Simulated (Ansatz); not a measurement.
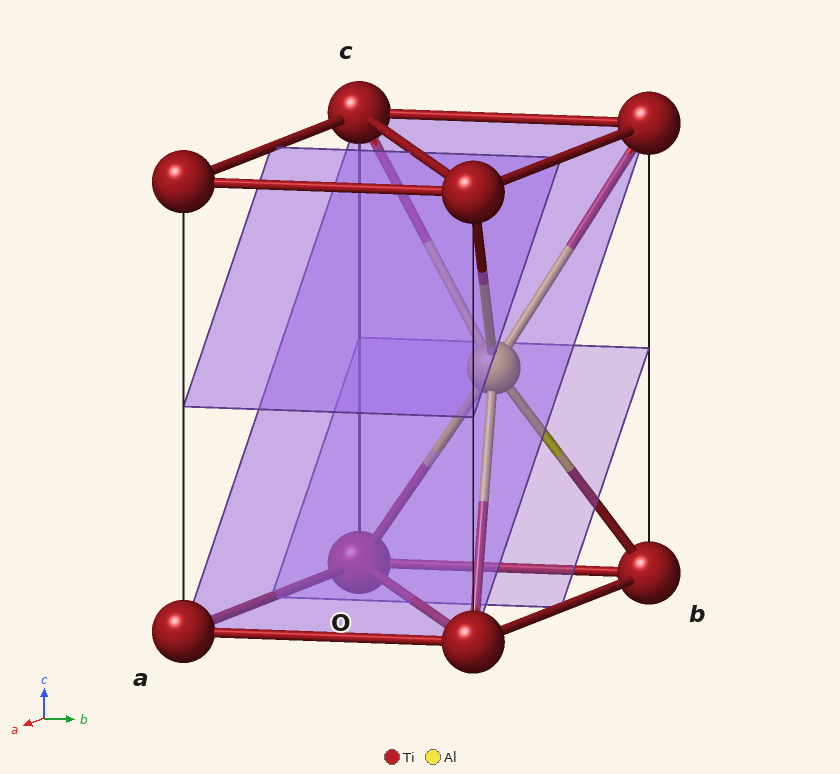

For TiAl, coordinates from a relaxation with DFT PBE, scalar-relativistic, plane waves, PAW (Ansatz 0.2.0): every member of one family of equally spaced planes, hx + ky + lz = a whole number, that cuts the unit cell is shaded (one member passes through the origin O, touching the cell only at an edge or corner). All values are computed from the atomic coordinates in the standard setting (tolerance 0.002 Å).

a = 2.881 Å, b = 2.881 Å, c = 4.649 Å, α = 90.00°, β = 90.00°, γ = 120.00°.

> Index the planes.

(2 0 2), in four indices (2 0 −2 2); the opposite sign names the same planes. The member next to the origin meets the axes a at 1/2, b never, c at 1/2.

> What is the spacing?

d = 1.099 Å.

> Which atoms of the cell lie in these planes (within 0.03 Å)?

The Ti atom.

> The space group is P-6m2 (No. 187). How many reflections hkl are equivalent to this one (itself included), and does it occur?

12 reflections are equivalent in the Laue class 6/mmm. The space group allows the reflection.
